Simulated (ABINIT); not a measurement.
**Run report: Ni3Si, geometry relaxation (part 2 of 4)**

Continued. System: Ni3Si (Pm-3m, 4 atoms in the cell). Method: Kohn-Sham DFT of a periodic cell, PBEsol, Ansatz PAW PBE default generated set, frozen core, spin-polarised (ABINIT 10.8.3); cutoff 419.06 eV, 6×6×6 k-mesh, fermi-dirac of 0.05 eV, collinear spins. The structure derives from an entry of the Crystallography Open Database.

Geometry of the input (Å; fractional positions):
```
3.5420  0.0000  0.0000
0.0000  3.5420  0.0000
0.0000  0.0000  3.5420
Ni 0.5000  0.5000  0.0000
Ni 0.5000  0.0000  0.5000
Ni 0.0000  0.5000  0.5000
Si 0.0000  0.0000  0.0000
```

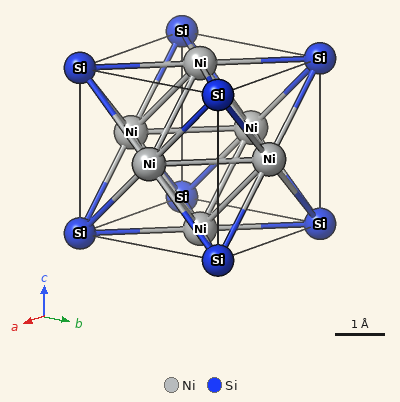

**Figure 1.** The input geometry (ball-and-stick view of the cell of the calculation, seen at an oblique angle). An atom can appear more than once, as a periodic image.

Output, continued:
```
 Cartesian coordinates (xcart) [bohr]
  3.34670496670000E+00  3.34670496670000E+00  0.00000000000000E+00
  3.34670496670000E+00  0.00000000000000E+00  3.34670496670000E+00
  0.00000000000000E+00  3.34670496670000E+00  3.34670496670000E+00
  0.00000000000000E+00  0.00000000000000E+00  0.00000000000000E+00
 Reduced coordinates (xred)
  5.00000000000000E-01  5.00000000000000E-01  0.00000000000000E+00
  5.00000000000000E-01  0.00000000000000E+00  5.00000000000000E-01
  0.00000000000000E+00  5.00000000000000E-01  5.00000000000000E-01
  0.00000000000000E+00  0.00000000000000E+00  0.00000000000000E+00
 Cartesian forces (fcart) [Ha/bohr]; max,rms= 0.00000E+00 0.00000E+00 (free atoms)
 -0.00000000000000E+00 -0.00000000000000E+00 -0.00000000000000E+00
 -0.00000000000000E+00 -0.00000000000000E+00 -0.00000000000000E+00
 -0.00000000000000E+00 -0.00000000000000E+00 -0.00000000000000E+00
 -0.00000000000000E+00 -0.00000000000000E+00 -0.00000000000000E+00
 Gradient of E wrt nuclear positions in reduced coordinates (gred)
  0.00000000000000E+00  0.00000000000000E+00  0.00000000000000E+00
  0.00000000000000E+00  0.00000000000000E+00  0.00000000000000E+00
  0.00000000000000E+00  0.00000000000000E+00  0.00000000000000E+00
  0.00000000000000E+00  0.00000000000000E+00  0.00000000000000E+00
 Scale of Primitive Cell (acell) [bohr]
  1.00000000000000E+00  1.00000000000000E+00  1.00000000000000E+00
 Real space primitive translations (rprimd) [bohr]
  6.69340993340000E+00  0.00000000000000E+00  0.00000000000000E+00
  0.00000000000000E+00  6.69340993340000E+00  0.00000000000000E+00
  0.00000000000000E+00  0.00000000000000E+00  6.69340993340000E+00
 Unitary Cell Volume (ucvol) [Bohr^3]=  2.99876388367232E+02
 Angles (23,13,12)= [degrees]
  9.00000000000000E+01  9.00000000000000E+01  9.00000000000000E+01
 Lengths [Bohr]
  6.69340993340000E+00  6.69340993340000E+00  6.69340993340000E+00
 Stress tensor in cartesian coordinates (strten) [Ha/bohr^3]
  4.76576997151805E-04  0.00000000000000E+00  0.00000000000000E+00
  0.00000000000000E+00  4.76576997151777E-04  0.00000000000000E+00
  0.00000000000000E+00  0.00000000000000E+00  4.76576997151756E-04
 Total energy (etotal) [Ha]= -5.16333905310243E+02

--- Iteration: ( 2/50) Internal Cycle: (1/1)
--------------------------------------------------------------------------------

---SELF-CONSISTENT-FIELD CONVERGENCE--------------------------------------------

--- !BeginCycle
iteration_state: {dtset: 1, itime: 2, icycle: 1, }
solver: {iscf: 17, nstep: 80, nline: 4, wfoptalg: 10, }
tolerances: {tolvrs: 1.00E-10, }
...

     iter   Etot(hartree)      deltaE(h)  residm     nres2   difmagsph maxmagsph
 ETOT  1  -517.19116493781    -5.172E+02 6.289E-01 6.588E+02 1.357E-05 1.357E-05
 ETOT  2  -519.07067019620    -1.880E+00 8.784E-02 3.002E+03 3.891E-05 4.042E-05
 ETOT  3  -516.24075755875     2.830E+00 4.291E-01 2.205E+00 1.138E-04 1.100E-04
 ETOT  4  -516.35776821763    -1.170E-01 7.096E-03 1.943E+01 1.186E-04 8.551E-06
 ETOT  5  -516.34234773791     1.542E-02 2.424E-03 4.265E+00 3.563E-05 2.708E-05
 ETOT  6  -516.33880824633     3.539E-03 1.586E-03 6.308E-01 2.151E-05 7.644E-06
 ETOT  7  -516.33824895448     5.593E-04 3.758E-04 1.016E-02 5.559E-06 1.113E-05
 ETOT  8  -516.33824979786    -8.434E-07 4.548E-04 1.958E-03 5.809E-06 5.320E-06
 ETOT  9  -516.33824563428     4.164E-06 2.837E-04 2.436E-04 2.206E-06 3.114E-06
 ETOT 10  -516.33824556958     6.470E-08 1.616E-04 1.043E-05 7.605E-07 2.353E-06
 ETOT 11  -516.33824558031    -1.073E-08 1.505E-04 6.205E-06 5.215E-07 1.832E-06
 ETOT 12  -516.33824557677     3.543E-09 8.457E-05 2.437E-07 6.693E-07 1.162E-06
 ETOT 13  -516.33824557662     1.471E-10 7.898E-05 1.662E-09 2.427E-07 9.196E-07
 ETOT 14  -516.33824557665    -2.740E-11 4.550E-05 1.027E-10 3.324E-07 5.872E-07
 ETOT 15  -516.33824557664     1.512E-11 4.201E-05 1.552E-09 1.704E-07 4.168E-07
 ETOT 16  -516.33824557665    -1.205E-11 2.463E-05 9.581E-11 1.797E-07 2.371E-07

 At SCF step   16       nres2   =  9.58E-11 < tolvrs=  1.00E-10 =>converged.

 Cartesian components of stress tensor (hartree/bohr^3)
  sigma(1 1)=  1.95980520E-04  sigma(3 2)=  0.00000000E+00
  sigma(2 2)=  1.95980520E-04  sigma(3 1)=  0.00000000E+00
  sigma(3 3)=  1.95980520E-04  sigma(2 1)=  0.00000000E+00

--- !ResultsGS
iteration_state: {dtset: 1, itime: 2, icycle: 1, }
comment   : Summary of ground state results
lattice_vectors:
- [  6.5977122,   0.0000000,   0.0000000, ]
- [  0.0000000,   6.5977122,   0.0000000, ]
- [  0.0000000,   0.0000000,   6.5977122, ]
lattice_lengths: [   6.59771,    6.59771,    6.59771, ]
lattice_angles: [ 90.000,  90.000,  90.000, ] # degrees, (23, 13, 12)
lattice_volume:   2.8719713E+02
convergence: {deltae: -1.205E-11, res2:  9.581E-11, residm:  2.463E-05, diffor: null, }
etotal    :  -5.16338246E+02
entropy   :   0.00000000E+00
fermie    :   4.06259739E-01
cartesian_stress_tensor: # hartree/bohr^3
- [  1.95980520E-04,   0.00000000E+00,   0.00000000E+00, ]
- [  0.00000000E+00,   1.95980520E-04,   0.00000000E+00, ]
- [  0.00000000E+00,   0.00000000E+00,   1.95980520E-04, ]
pressure_GPa:  -5.7659E+00
xred      :
- [  5.0000E-01,   5.0000E-01,   0.0000E+00, Ni]
- [  5.0000E-01,   0.0000E+00,   5.0000E-01, Ni]
- [  0.0000E+00,   5.0000E-01,   5.0000E-01, Ni]
- [  0.0000E+00,   0.0000E+00,   0.0000E+00, Si]
cartesian_forces: # hartree/bohr
- [ -0.00000000E+00,  -0.00000000E+00,  -0.00000000E+00, ]
- [ -0.00000000E+00,  -0.00000000E+00,  -0.00000000E+00, ]
- [ -0.00000000E+00,  -0.00000000E+00,  -0.00000000E+00, ]
- [ -0.00000000E+00,  -0.00000000E+00,  -0.00000000E+00, ]
force_length_stats: {min:   0.00000000E+00, max:   0.00000000E+00, mean:   0.00000000E+00, }
...

 Integrated electronic and magnetization densities in atomic spheres:
 ------------------------------------------------------------------------------------------------------------
 Radius=ratsph(iatom), smearing ratsm=  0.0000. Diff(up-dn)=approximate z local magnetic moment.
    Atom    Radius    up_density   dn_density  Total(up+dn)  Diff(up-dn)
    1 Ni   2.61160     9.187701     9.187701     18.375401    -0.000000
    2 Ni   2.61160     9.187701     9.187701     18.375401    -0.000000
    3 Ni   2.61160     9.187701     9.187701     18.375401    -0.000000
    4 Si   2.63806     1.897105     1.897105      3.794211     0.000000
 ------------------------------------------------------------------------------------------------------------
  Sum:                29.460207    29.460208     58.920415    -0.000000
 Total magnetization (from the atomic spheres):               -0.000000
 Total magnetization (exact up - dn):                         -0.000000

---OUTPUT-----------------------------------------------------------------------

 Cartesian coordinates (xcart) [bohr]
  3.29885608859851E+00  3.29885608859851E+00  0.00000000000000E+00
  3.29885608859851E+00  0.00000000000000E+00  3.29885608859851E+00
  0.00000000000000E+00  3.29885608859851E+00  3.29885608859851E+00
  0.00000000000000E+00  0.00000000000000E+00  0.00000000000000E+00
 Reduced coordinates (xred)
  5.00000000000000E-01  5.00000000000000E-01  0.00000000000000E+00
  5.00000000000000E-01  0.00000000000000E+00  5.00000000000000E-01
  0.00000000000000E+00  5.00000000000000E-01  5.00000000000000E-01
  0.00000000000000E+00  0.00000000000000E+00  0.00000000000000E+00
 Cartesian forces (fcart) [Ha/bohr]; max,rms= 0.00000E+00 0.00000E+00 (free atoms)
 -0.00000000000000E+00 -0.00000000000000E+00 -0.00000000000000E+00
 -0.00000000000000E+00 -0.00000000000000E+00 -0.00000000000000E+00
 -0.00000000000000E+00 -0.00000000000000E+00 -0.00000000000000E+00
 -0.00000000000000E+00 -0.00000000000000E+00 -0.00000000000000E+00
 Gradient of E wrt nuclear positions in reduced coordinates (gred)
  0.00000000000000E+00  0.00000000000000E+00  0.00000000000000E+00
  0.00000000000000E+00  0.00000000000000E+00  0.00000000000000E+00
  0.00000000000000E+00  0.00000000000000E+00  0.00000000000000E+00
  0.00000000000000E+00  0.00000000000000E+00  0.00000000000000E+00
 Scale of Primitive Cell (acell) [bohr]
  6.59771217719703E+00  6.59771217719703E+00  6.59771217719703E+00
 Real space primitive translations (rprimd) [bohr]
  6.59771217719703E+00  0.00000000000000E+00  0.00000000000000E+00
  0.00000000000000E+00  6.59771217719703E+00  0.00000000000000E+00
  0.00000000000000E+00  0.00000000000000E+00  6.59771217719703E+00
 Unitary Cell Volume (ucvol) [Bohr^3]=  2.87197130939970E+02
 Angles (23,13,12)= [degrees]
  9.00000000000000E+01  9.00000000000000E+01  9.00000000000000E+01
 Lengths [Bohr]
  6.59771217719703E+00  6.59771217719703E+00  6.59771217719703E+00
 Stress tensor in cartesian coordinates (strten) [Ha/bohr^3]
  1.95980520242924E-04  0.00000000000000E+00  0.00000000000000E+00
  0.00000000000000E+00  1.95980520242903E-04  0.00000000000000E+00
  0.00000000000000E+00  0.00000000000000E+00  1.95980520242944E-04
 Total energy (etotal) [Ha]= -5.16338245576648E+02

 Difference of energy with previous step (new-old):
           Absolute (Ha)=-4.34027E-03
           Relative     =-8.40589E-06

--- Iteration: ( 3/50) Internal Cycle: (1/1)
--------------------------------------------------------------------------------

---SELF-CONSISTENT-FIELD CONVERGENCE--------------------------------------------

--- !BeginCycle
iteration_state: {dtset: 1, itime: 3, icycle: 1, }
solver: {iscf: 17, nstep: 80, nline: 4, wfoptalg: 10, }
tolerances: {tolvrs: 1.00E-10, }
...

     iter   Etot(hartree)      deltaE(h)  residm     nres2   difmagsph maxmagsph
 ETOT  1  -516.72316050638    -5.167E+02 2.390E-02 3.552E+02 1.205E-06 1.205E-06
 ETOT  2  -517.86716435336    -1.144E+00 3.579E-02 1.700E+03 1.923E-05 1.901E-05
 ETOT  3  -516.29379547906     1.573E+00 2.404E-01 5.865E+00 1.528E-05 6.838E-06
 ETOT  4  -516.34611504242    -5.232E-02 5.871E-03 6.545E+00 7.515E-06 1.864E-06
 ETOT  5  -516.34032876771     5.786E-03 7.598E-04 1.327E+00 2.077E-06 1.813E-06
 ETOT  6  -516.33922107167     1.108E-03 5.138E-05 2.680E-01 9.276E-07 8.852E-07
 ETOT  7  -516.33896257299     2.585E-04 3.179E-05 1.569E-03 5.256E-07 3.595E-07
 ETOT  8  -516.33896545096    -2.878E-06 5.787E-05 9.459E-05 7.212E-07 5.585E-07
 ETOT  9  -516.33896534128     1.097E-07 2.236E-06 1.159E-05 1.361E-07 4.223E-07
 ETOT 10  -516.33896533911     2.171E-09 8.461E-06 5.089E-06 9.238E-08 3.300E-07
 ETOT 11  -516.33896533659     2.525E-09 7.772E-07 7.240E-09 9.048E-08 2.395E-07
 ETOT 12  -516.33896533671    -1.201E-10 1.902E-06 3.215E-08 6.022E-08 1.793E-07
 ETOT 13  -516.33896533668     2.865E-11 2.095E-07 2.180E-09 5.142E-08 1.278E-07
 ETOT 14  -516.33896533666     1.512E-11 5.972E-07 2.049E-10 2.674E-08 1.011E-07
 ETOT 15  -516.33896533667    -2.842E-12 6.672E-08 4.251E-11 3.691E-08 6.685E-08

 At SCF step   15       nres2   =  4.25E-11 < tolvrs=  1.00E-10 =>converged.

 Cartesian components of stress tensor (hartree/bohr^3)
  sigma(1 1)= -2.33368061E-05  sigma(3 2)=  0.00000000E+00
  sigma(2 2)= -2.33368061E-05  sigma(3 1)=  0.00000000E+00
  sigma(3 3)= -2.33368061E-05  sigma(2 1)=  0.00000000E+00

--- !ResultsGS
iteration_state: {dtset: 1, itime: 3, icycle: 1, }
comment   : Summary of ground state results
lattice_vectors:
- [  6.5355350,   0.0000000,   0.0000000, ]
- [  0.0000000,   6.5355350,   0.0000000, ]
- [  0.0000000,   0.0000000,   6.5355350, ]
lattice_lengths: [   6.53554,    6.53554,    6.53554, ]
lattice_angles: [ 90.000,  90.000,  90.000, ] # degrees, (23, 13, 12)
lattice_volume:   2.7915373E+02
convergence: {deltae: -2.842E-12, res2:  4.251E-11, residm:  6.672E-08, diffor: null, }
etotal    :  -5.16338965E+02
entropy   :   0.00000000E+00
fermie    :   4.22574759E-01
cartesian_stress_tensor: # hartree/bohr^3
- [ -2.33368061E-05,   0.00000000E+00,   0.00000000E+00, ]
- [  0.00000000E+00,  -2.33368061E-05,   0.00000000E+00, ]
- [  0.00000000E+00,   0.00000000E+00,  -2.33368061E-05, ]
pressure_GPa:   6.8659E-01
xred      :
- [  5.0000E-01,   5.0000E-01,   0.0000E+00, Ni]
- [  5.0000E-01,   0.0000E+00,   5.0000E-01, Ni]
- [  0.0000E+00,   5.0000E-01,   5.0000E-01, Ni]
- [  0.0000E+00,   0.0000E+00,   0.0000E+00, Si]
cartesian_forces: # hartree/bohr
- [ -0.00000000E+00,  -0.00000000E+00,  -0.00000000E+00, ]
- [ -0.00000000E+00,  -0.00000000E+00,  -0.00000000E+00, ]
- [ -0.00000000E+00,  -0.00000000E+00,  -0.00000000E+00, ]
- [ -0.00000000E+00,  -0.00000000E+00,  -0.00000000E+00, ]
force_length_stats: {min:   0.00000000E+00, max:   0.00000000E+00, mean:   0.00000000E+00, }
...

 Integrated electronic and magnetization densities in atomic spheres:
 ------------------------------------------------------------------------------------------------------------
 Radius=ratsph(iatom), smearing ratsm=  0.0000. Diff(up-dn)=approximate z local magnetic moment.
    Atom    Radius    up_density   dn_density  Total(up+dn)  Diff(up-dn)
    1 Ni   2.61160     9.231939     9.231939     18.463879    -0.000000
    2 Ni   2.61160     9.231939     9.231939     18.463879    -0.000000
    3 Ni   2.61160     9.231939     9.231939     18.463879    -0.000000
    4 Si   2.63806     1.946512     1.946512      3.893025     0.000000
 ------------------------------------------------------------------------------------------------------------
  Sum:                29.642330    29.642330     59.284661    -0.000000
 Total magnetization (from the atomic spheres):               -0.000000
 Total magnetization (exact up - dn):                         -0.000000

---OUTPUT-----------------------------------------------------------------------

 Cartesian coordinates (xcart) [bohr]
  3.26776751961028E+00  3.26776751961028E+00  0.00000000000000E+00
  3.26776751961028E+00  0.00000000000000E+00  3.26776751961028E+00
  0.00000000000000E+00  3.26776751961028E+00  3.26776751961028E+00
  0.00000000000000E+00  0.00000000000000E+00  0.00000000000000E+00
 Reduced coordinates (xred)
  5.00000000000000E-01  5.00000000000000E-01  0.00000000000000E+00
  5.00000000000000E-01  0.00000000000000E+00  5.00000000000000E-01
  0.00000000000000E+00  5.00000000000000E-01  5.00000000000000E-01
  0.00000000000000E+00  0.00000000000000E+00  0.00000000000000E+00
 Cartesian forces (fcart) [Ha/bohr]; max,rms= 0.00000E+00 0.00000E+00 (free atoms)
 -0.00000000000000E+00 -0.00000000000000E+00 -0.00000000000000E+00
 -0.00000000000000E+00 -0.00000000000000E+00 -0.00000000000000E+00
 -0.00000000000000E+00 -0.00000000000000E+00 -0.00000000000000E+00
 -0.00000000000000E+00 -0.00000000000000E+00 -0.00000000000000E+00
 Gradient of E wrt nuclear positions in reduced coordinates (gred)
  0.00000000000000E+00  0.00000000000000E+00  0.00000000000000E+00
  0.00000000000000E+00  0.00000000000000E+00  0.00000000000000E+00
  0.00000000000000E+00  0.00000000000000E+00  0.00000000000000E+00
  0.00000000000000E+00  0.00000000000000E+00  0.00000000000000E+00
 Scale of Primitive Cell (acell) [bohr]
  6.53553503922056E+00  6.53553503922056E+00  6.53553503922057E+00
 Real space primitive translations (rprimd) [bohr]
  6.53553503922056E+00  0.00000000000000E+00  0.00000000000000E+00
  0.00000000000000E+00  6.53553503922056E+00  0.00000000000000E+00
  0.00000000000000E+00  0.00000000000000E+00  6.53553503922057E+00
 Unitary Cell Volume (ucvol) [Bohr^3]=  2.79153734503429E+02
 Angles (23,13,12)= [degrees]
  9.00000000000000E+01  9.00000000000000E+01  9.00000000000000E+01
 Lengths [Bohr]
  6.53553503922056E+00  6.53553503922056E+00  6.53553503922057E+00
 Stress tensor in cartesian coordinates (strten) [Ha/bohr^3]
 -2.33368061461139E-05  0.00000000000000E+00  0.00000000000000E+00
  0.00000000000000E+00 -2.33368061461417E-05  0.00000000000000E+00
  0.00000000000000E+00  0.00000000000000E+00 -2.33368061462041E-05
 Total energy (etotal) [Ha]= -5.16338965336668E+02

 Difference of energy with previous step (new-old):
           Absolute (Ha)=-7.19760E-04
           Relative     =-1.39397E-06

--- Iteration: ( 4/50) Internal Cycle: (1/1)
--------------------------------------------------------------------------------

---SELF-CONSISTENT-FIELD CONVERGENCE--------------------------------------------

--- !BeginCycle
iteration_state: {dtset: 1, itime: 4, icycle: 1, }
solver: {iscf: 17, nstep: 80, nline: 4, wfoptalg: 10, }
tolerances: {tolvrs: 1.00E-10, }
...

     iter   Etot(hartree)      deltaE(h)  residm     nres2   difmagsph maxmagsph
 ETOT  1  -516.34331276370    -5.163E+02 6.529E-05 4.351E+00 1.298E-06 1.298E-06
 ETOT  2  -516.35993806848    -1.663E-02 2.498E-04 2.534E+01 1.203E-06 9.533E-08
 ETOT  3  -516.33852161938     2.142E-02 4.017E-03 7.371E-02 4.686E-07 4.334E-07
 ETOT  4  -516.33902765714    -5.060E-04 6.874E-05 6.176E-02 7.608E-07 3.275E-07
 ETOT  5  -516.33898502681     4.263E-05 1.143E-05 1.245E-02 7.725E-08 2.585E-07
 ETOT  6  -516.33897556153     9.465E-06 7.082E-07 1.084E-03 3.462E-08 2.324E-07
 ETOT  7  -516.33897451106     1.050E-06 3.025E-07 5.007E-06 5.966E-08 1.913E-07
 ETOT  8  -516.33897452143    -1.038E-08 5.969E-08 4.996E-07 5.627E-08 1.448E-07
 ETOT  9  -516.33897451949     1.939E-09 4.447E-08 3.029E-07 2.464E-08 1.202E-07
 ETOT 10  -516.33897451912     3.788E-10 1.061E-08 6.125E-09 4.418E-08 7.599E-08
 ETOT 11  -516.33897451910     1.364E-11 1.141E-08 1.583E-09 1.734E-08 5.866E-08
 ETOT 12  -516.33897451910    -1.364E-12 2.962E-09 6.015E-10 1.433E-08 4.433E-08
 ETOT 13  -516.33897451910     6.708E-12 3.980E-09 2.877E-12 9.907E-09 3.442E-08

 At SCF step   13       nres2   =  2.88E-12 < tolvrs=  1.00E-10 =>converged.
```
